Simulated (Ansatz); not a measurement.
**Geometry relaxation of CuO (part 3 of 3)**

The same run, continued: CuO (slab, 8 atoms in the cell); DFT PBEsol, scalar-relativistic, plane waves, PAW, no spin polarisation (Ansatz 0.2.0); cutoff 420 eV, 10×10×1 k-mesh, Gaussian smearing of 0.1 eV. The structure derives from an entry of the Crystallography Open Database. The input holds or restrains some coordinates. Forces given for the steps count only the free coordinates. It belongs to a series of runs on one base structure; here: clean slab, lower half held.

Geometry of the input (Å; fractional positions):
```
2.8941  0.0000  0.0000
0.0117  2.8941  0.0000
0.0000  0.0000  25.9110
O  0.5000  0.5001  0.3280
Cu 0.5001  0.0001  0.3772
O  0.5002  0.5001  0.4263
Cu 0.0002  0.5002  0.4754
O  0.5003  0.5003  0.5246
Cu 0.5003  0.0003  0.5737
O  0.5004  0.5004  0.6228
Cu 0.0005  0.5005  0.6720
```

```
WARN: The output density's exchange-correlation potential varies sharply where the density is thin. Do not read a vacuum level from v_tot or v_xc, or from such a field of the output density. On a cell that repeats whose density bears no net charge and no dipole along the vacuum's axis use v_es (v_loc + v_h of the components); under efield.dipole_correction with no amplitude use v_es + v_field, which holds any external_charges[].barrier, or the levels of the report's work_function block, which leave it out; under a non-zero efield.amplitude the vacuum is tilted and has no level; on a cell that repeats and bears such a dipole with no correction it is tilted too, and efield.dipole_correction with no amplitude gives each side of its ramp a level where efield: is served; in a cell that repeats whose density bears a net charge (total_charge, or a fill off its count) it is curved and has none; of a slab under crystal.periodic whose density bears no net charge use v_es, which has a level on each side, short of where the two are joined; of another it falls or rises all the way out and has none; of a slab beside external_charges read slab_vacuum_level instead, which it has where they leave it neutral. The grid or the basis barely resolves most such structure, and the values can differ between equally converged runs; as a rule a tighter scf.convergence.dr2_threshold does not remove it. Where the density itself ripples (under the LDA too) a higher basis.ecutwfc lessens it. The files hold the spikes' plane waves up to the density's cutoff. Files: v_tot_of_output_density and the like, and their columns of v_z.tsv (output.write_potential); v_xc_of_output_density and the like, and their columns of v_comp_z.tsv (output.write_potential_components). Measured: with its Gaussian average of σ = 0.25 Å subtracted twice, the exchange-correlation potential is over 0.1 eV at 49 of the grid points where the equally averaged density (valence and model cores) is under 1e-3 e/Å³, and 0.192 eV at the most among them, at an averaged density of 4.9e-7 e/Å³. The input density's (outcome.potential() and, of a run that writes arrays, v_tot and v_xc) is over 0.1 eV, so measured, at 661 points of its own thin density, 0.169 eV at the most. See output.write_potential in the manual, Limitations
SCF converged after 8 iterations
Free energy (F): -28590.188441 eV
Harris-Foulkes:  -28590.188441 eV  (|F-HF|=1.26e-7)
Internal energy: -28590.150048 eV  (E = F + TS)
E sigma→0 (E₀):  -28590.169244 eV
Entropy (-TS):   -0.038393 eV (-4.799 meV/atom)
Fermi energy:    0.396365 eV
Dipole field:    D = 0.145986 V/Å  (p = 0.175091 e·Å, saw-weighted, corrected)
Work function:   Φ+ = 4.6818 eV   Φ− = 8.4645 eV
Levels:          The Fermi level and band energies are counted from a zero that moves with the ramp; work functions are not
--- Per-component energies (eV) ---
  E_band       = -2883.337009
  E_kinetic    = 1877.757691
  E_local      = -195960.371749  (includes V_loc(G=0)·N_el)
  E_nonlocal   = 1760.854146
  E_hartree    = 96094.993786
  E_xc         = -637.969086
  E_vxc        = -822.848668  (∫ρ·V_xc dr)
  E_paw        = -7105.833640  (= ΣΔE_a)
  E_vpaw       = -1924.221635  (= ΣTr[D̂ρ^β])
  E_aug_tail   = 0.010698  (compensation charges beyond the density's cutoff)
  E_efield     = 0.012780  (sawtooth field / dipole correction)
  E_vefield    = -4.539661  (∫n·V_field dr)
  E_ewald      = 75379.429366
  E_core_change = 0.965960  (= ΣΔE_core)
  E_smearing   = -0.038393  (= −TS)
  E_closure    = 0.000000  (closes the sum)
  Σ components = -28590.188441   (vs F -28590.188441, Δ=0.00e0)
--- Forces (eV/Å), atoms counted from 1 ---
  atom   1  O      0.00031199     0.00021512     2.29493160
  atom   2  Cu    -0.00008037     0.00012873    -2.01039271
  atom   3  O      0.00004056    -0.00022700    -0.23451393
  atom   4  Cu    -0.00027211    -0.00010303    -0.04930887
  atom   5  O      0.00003897    -0.00000063    -0.00111450
  atom   6  Cu    -0.00000459    -0.00001711     0.00010875
  atom   7  O     -0.00005717     0.00003496     0.00035306
  atom   8  Cu     0.00002251    -0.00003114    -0.00002095
  max |Σ_I F_I| component: 4.24e-5 eV/Å
--- Band table (eV; the first three rows and the last of 52) ---
  k-point 0: bands = ["-112.3519", "-112.0872", "-112.0792", "-111.4540", "-70.0895", "-70.0373", "-69.7401", "-69.7328", "-69.6869", "-69.6810", "-69.4127", "-69.4085", "-69.3918", "-69.0719", "-68.9727", "-68.9351", "-19.5926", "-19.1808", "-18.5724", "-16.5526", "-7.7429", "-6.4094", "-5.3563", "-5.2903", "-5.1112", "-4.8643", "-4.5432", "-3.5704", "-3.4992", "-3.4484", "-3.1653", "-2.9742", "-2.8851", "-2.8393", "-2.5529", "-2.2222", "-2.0640", "-2.0298", "-2.0136", "-1.9686", "-1.7617", "-1.6877", "-1.5654", "-1.5367", "-1.4908", "-1.1644", "-1.1502", "0.0407", "0.1727", "0.4030", "0.7957", "1.0056", "1.3304", "2.6751", "3.8599", "4.8036", "5.4805", "6.5300", "7.1474", "8.4833"]
  k-point 1: bands = ["-112.3518", "-112.0871", "-112.0792", "-111.4539", "-70.0909", "-70.0372", "-69.7400", "-69.7342", "-69.6867", "-69.6809", "-69.4126", "-69.4096", "-69.3917", "-69.0718", "-68.9726", "-68.9362", "-19.5368", "-19.1403", "-18.5426", "-16.5236", "-7.6582", "-6.4071", "-5.4362", "-5.2770", "-5.1558", "-4.8510", "-4.4161", "-4.1809", "-3.4900", "-3.3951", "-3.1901", "-2.9880", "-2.8552", "-2.6734", "-2.5746", "-2.2935", "-2.0768", "-2.0434", "-1.9782", "-1.9340", "-1.7748", "-1.6427", "-1.6316", "-1.5148", "-1.4879", "-1.2318", "-1.0514", "0.0264", "0.2384", "0.4147", "0.6732", "0.9931", "1.1035", "2.9750", "4.1106", "5.0062", "5.6947", "6.6541", "7.3881", "8.6180"]
  k-point 2: bands = ["-112.3516", "-112.0869", "-112.0790", "-111.4537", "-70.0944", "-70.0368", "-69.7398", "-69.7379", "-69.6862", "-69.6808", "-69.4125", "-69.4124", "-69.3915", "-69.0716", "-68.9724", "-68.9392", "-19.3866", "-19.0342", "-18.4613", "-16.4445", "-7.4325", "-6.4107", "-5.5309", "-5.3359", "-5.2464", "-5.1240", "-4.8143", "-4.2582", "-3.8599", "-3.4680", "-3.1395", "-2.9472", "-2.6470", "-2.4472", "-2.4025", "-2.2650", "-2.1209", "-2.1102", "-1.9995", "-1.9384", "-1.8500", "-1.6182", "-1.5916", "-1.5160", "-1.4632", "-1.2609", "-1.0956", "-0.3028", "0.3921", "0.4532", "0.5424", "0.9696", "1.0306", "3.6601", "4.7137", "5.5125", "6.1162", "6.8765", "7.8711", "8.9969"]
  k-point 51: bands = ["-112.3505", "-112.0857", "-112.0778", "-111.4525", "-70.1027", "-70.0349", "-69.7539", "-69.7465", "-69.6837", "-69.6789", "-69.4231", "-69.4191", "-69.4025", "-69.0853", "-68.9703", "-68.9460", "-18.4917", "-18.2892", "-18.0531", "-15.9067", "-6.4587", "-6.4157", "-5.8865", "-5.8137", "-5.5830", "-5.3677", "-5.1628", "-4.9569", "-4.8859", "-3.3001", "-2.9639", "-2.9159", "-2.7689", "-2.6536", "-2.2859", "-2.2078", "-2.0789", "-2.0090", "-2.0059", "-2.0027", "-1.9058", "-1.6144", "-1.4816", "-1.3771", "-0.9808", "-0.8745", "-0.7807", "-0.7111", "-0.6975", "-0.4620", "0.3568", "1.3476", "2.6705", "3.8445", "5.4636", "6.9313", "7.0043", "8.7904", "9.5668", "10.7226"]
--- Relaxed structure (5 steps of the walk, 5 accepted, 0 SCFs on fresh bases) ---
  F+E_penalty+E_count = -28590.18844067 eV   max|allowed force component| = 1.114e-3 eV/Å
  atoms:
    - { symbol: O, position: [0.5000182939, 0.5000980343, 0.32804546610000007] }
    - { symbol: Cu, position: [0.5001163282, 0.00011632819999999999, 0.3771753329] }
    - { symbol: O, position: [0.5002143625, 0.5001346221, 0.4263051998] }
    - { symbol: Cu, position: [0.00023265640000000006, 0.5002326564, 0.4754350666] }
    - { symbol: O, position: [0.5002393362478152, 0.5003257165790281, 0.5245207384438094] }
    - { symbol: Cu, position: [0.5002992441074472, 0.000327711868724231, 0.57368218486993] }
    - { symbol: O, position: [0.5003598438031408, 0.5003324090750018, 0.6227778400095665] }
    - { symbol: Cu, position: [0.0003582019915744916, 0.5003653064877618, 0.6682856503704794] }
```

## Trajectory as extended XYZ (Å, eV, eV/Å), 5 frames, from step=1 to step=5
```
8
Lattice="2.8941 0.0000 0.0000 0.0117 2.8941 0.0000 0.0000 0.0000 25.9110" Properties=species:S:1:pos:R:3:forces:R:3 step=1 energy=-28590.15751
O     1.4529    1.4473    8.5000    0.0003   0.0002   2.2903
Cu    1.4474    0.0003    9.7730   -0.0001   0.0001  -1.9990
O     1.4535    1.4474   11.0460    0.0000  -0.0002  -0.2367
Cu    0.0065    1.4477   12.3190    0.0000  -0.0001  -0.0464
O     1.4536    1.4480   13.5920   -0.0001   0.0002   0.0126
Cu    1.4481    0.0010   14.8650    0.0000  -0.0001   0.2487
O     1.4542    1.4481   16.1380    0.0003   0.0001   0.3639
Cu    0.0072    1.4484   17.4110   -0.0003  -0.0002  -0.6338
8
Lattice="2.8941 0.0000 0.0000 0.0117 2.8941 0.0000 0.0000 0.0000 25.9110" Properties=species:S:1:pos:R:3:forces:R:3 step=2 energy=-28590.17193
O     1.4529    1.4473    8.5000    0.0003   0.0002   2.2913
Cu    1.4474    0.0003    9.7730   -0.0001   0.0001  -2.0016
O     1.4535    1.4474   11.0460    0.0000  -0.0002  -0.2351
Cu    0.0065    1.4477   12.3190    0.0000  -0.0001  -0.0504
O     1.4536    1.4480   13.5919   -0.0001   0.0002  -0.0091
Cu    1.4480    0.0010   14.8645    0.0000  -0.0001   0.1231
O     1.4542    1.4481   16.1286    0.0002   0.0000   0.3485
Cu    0.0071    1.4483   17.3786   -0.0003  -0.0002  -0.4678
8
Lattice="2.8941 0.0000 0.0000 0.0117 2.8941 0.0000 0.0000 0.0000 25.9110" Properties=species:S:1:pos:R:3:forces:R:3 step=3 energy=-28590.18811
O     1.4529    1.4473    8.5000    0.0003   0.0002   2.2949
Cu    1.4474    0.0003    9.7730   -0.0001   0.0001  -2.0097
O     1.4535    1.4474   11.0460    0.0000  -0.0002  -0.2334
Cu    0.0065    1.4477   12.3190   -0.0003  -0.0001  -0.0465
O     1.4536    1.4480   13.5911    0.0000   0.0000   0.0003
Cu    1.4480    0.0010   14.8669    0.0000   0.0000  -0.0796
O     1.4540    1.4480   16.1304   -0.0002   0.0001   0.0670
Cu    0.0069    1.4482   17.3119    0.0002  -0.0001   0.0069
8
Lattice="2.8941 0.0000 0.0000 0.0117 2.8941 0.0000 0.0000 0.0000 25.9110" Properties=species:S:1:pos:R:3:forces:R:3 step=4 energy=-28590.18838
O     1.4529    1.4473    8.5000    0.0003   0.0002   2.2951
Cu    1.4474    0.0003    9.7730   -0.0001   0.0001  -2.0106
O     1.4535    1.4474   11.0460    0.0000  -0.0002  -0.2341
Cu    0.0065    1.4477   12.3190   -0.0002  -0.0001  -0.0470
O     1.4536    1.4480   13.5915    0.0000   0.0000  -0.0141
Cu    1.4479    0.0009   14.8635    0.0000   0.0001   0.0399
O     1.4539    1.4480   16.1393    0.0001  -0.0001  -0.0254
Cu    0.0069    1.4481   17.3176   -0.0001   0.0000  -0.0038
8
Lattice="2.8941 0.0000 0.0000 0.0117 2.8941 0.0000 0.0000 0.0000 25.9110" Properties=species:S:1:pos:R:3:forces:R:3 step=5 energy=-28590.18844
O     1.4529    1.4473    8.5000    0.0003   0.0002   2.2949
Cu    1.4474    0.0003    9.7730   -0.0001   0.0001  -2.0104
O     1.4535    1.4474   11.0460    0.0000  -0.0002  -0.2345
Cu    0.0065    1.4477   12.3190   -0.0003  -0.0001  -0.0493
O     1.4536    1.4480   13.5909    0.0000   0.0000  -0.0011
Cu    1.4479    0.0009   14.8647    0.0000   0.0000   0.0001
O     1.4539    1.4480   16.1368   -0.0001   0.0000   0.0004
Cu    0.0069    1.4481   17.3160    0.0000   0.0000   0.0000
```

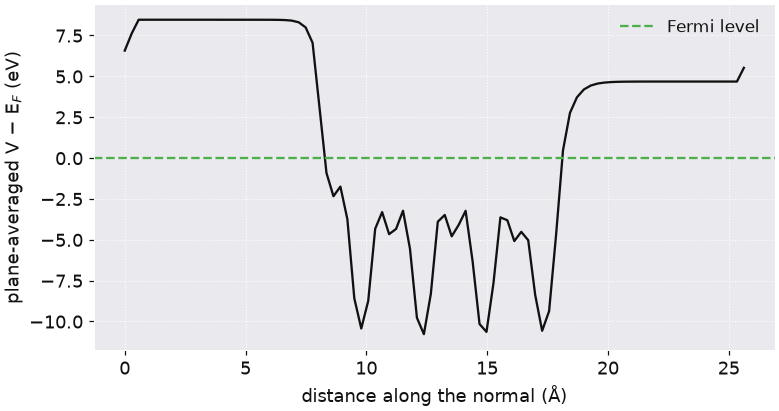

Figure 1. Plane average of the electrostatic potential energy of an electron across the cell, from the Fermi level. The vacuum level lies 4.68 eV above the Fermi level on the upper side and 8.46 eV on the lower.

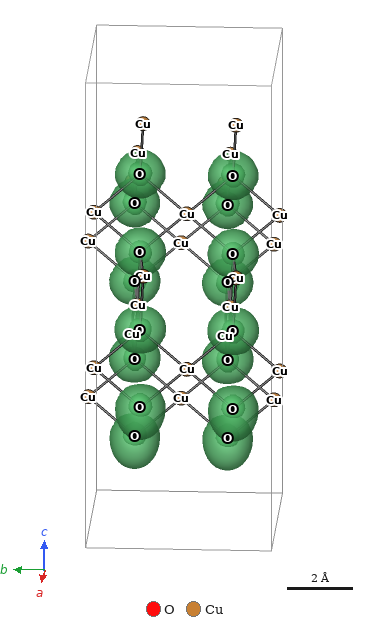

Figure 2. Isosurface of the ELF at 0.7 (green), seen at an oblique angle. Only the valence region is drawn (cores and ρ < 0.01 e/Å³ removed). Sticks mark near contacts. Along the contacts the grid gives the following. Cu–O (1.87 Å): the ELF is about 0.20 at the midpoint (no shared pair; the contact is polar). Cu–O (1.93 Å): the ELF is about 0.20 at the midpoint; a polar contact without a shared pair, in a metal. In a PAW calculation such maps are meaningful between the atoms, not at the nuclei.

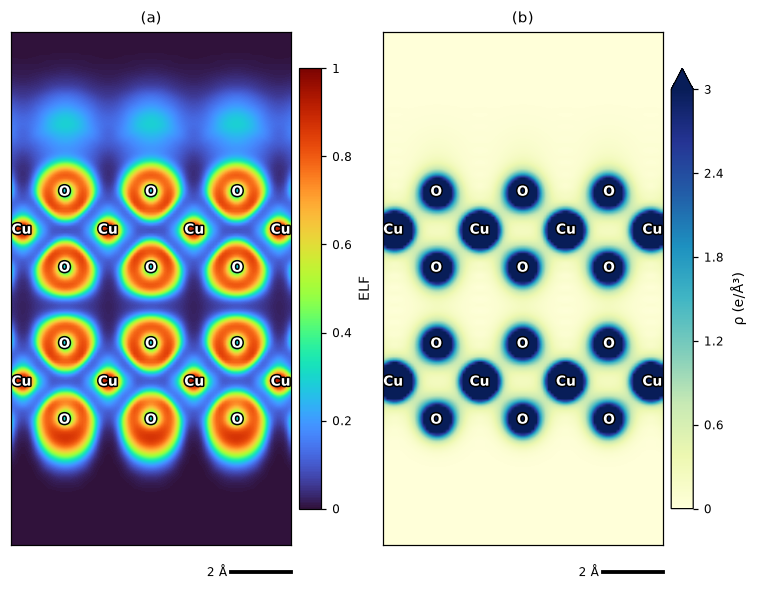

Figure 3. (a) ELF; (b) valence charge density (pseudo) on the (100) plane of the calculation cell, a cut from vacuum to vacuum. Cu–O (1.93 Å): ρ at the midpoint is about 0.72 e/Å³; the ELF is about 0.30 at the midpoint; no shared pair; the contact is polar. The density dies away to nearly zero in the vacuum. The strong features right at Cu lie inside the PAW spheres (semicore, d or f shells) and say nothing about bonding.
